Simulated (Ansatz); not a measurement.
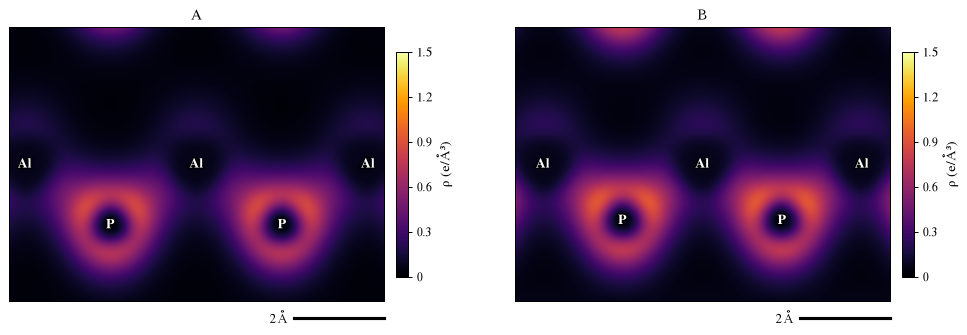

AlP. The valence pseudo-density of two cells that differ in size, on the (011̄) plane of each (indices in the axes of the calculation cell), at one length scale and on one colour scale: A has 19.7 Å³ an atom and B 15.8.

Theory: DFT LDA, scalar-relativistic, plane waves, PAW in Ansatz 0.2.0.

In a PAW calculation such maps are meaningful between the atoms, not at the nuclei.

What changes from the larger cell to the smaller?

From the larger cell to the smaller, Al–P goes from 2.34 to 2.17 Å, and the density at its midpoint from 0.53 to 0.66 e/Å³; the pressure goes from 1.9 to 35 GPa; the Kohn–Sham gap goes from 1.4 eV to 0.84 eV.
